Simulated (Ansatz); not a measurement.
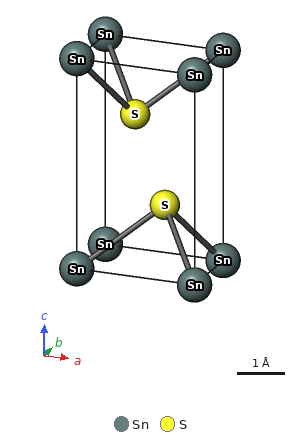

Lattice vibrations of crystalline SnS₂ relaxed at 50 GPa, space group P-3m1 (No. 164), at the zone centre. Style: ball-and-stick. Shown: the cell of the calculation, slightly off an axis.

Theory: DFT PBE+D3(BJ), scalar-relativistic, plane waves, PAW in Ansatz. Set-up: plane-wave cutoff 420 eV; k-point mesh 12 × 12 × 10; occupations fermi dirac; smearing width 0.15 eV; target pressure 50 GPa; no spin polarisation.

The frequencies depend somewhat on the k-mesh and the smearing.

**Give the spectrum at this point.**

The calculation's cell holds 3 atoms, so there are 6 optical modes, in 4 levels. The optical modes span E_u + E_g + A₂u + A₁g. No level is unstable.

```
level  symmetry  frequency (cm⁻¹)         activity
    1       E_u               295  infrared-active
    2       E_g               361     Raman-active
    3       A₂u               400  infrared-active
    4       A₁g               408     Raman-active
```

The crystal is a metal, so free carriers screen the infrared response.

The displacement patterns (one member of each degenerate set):

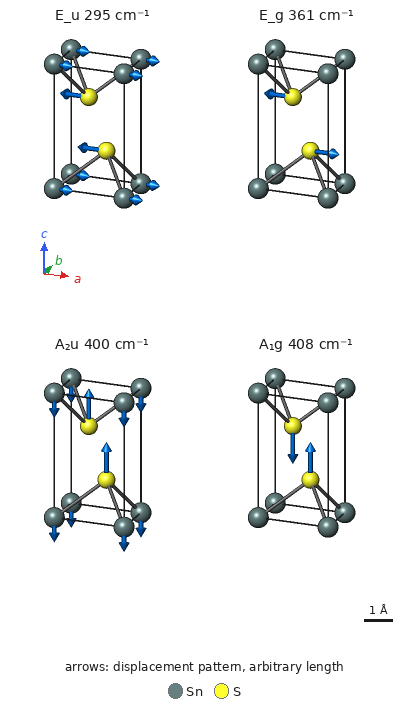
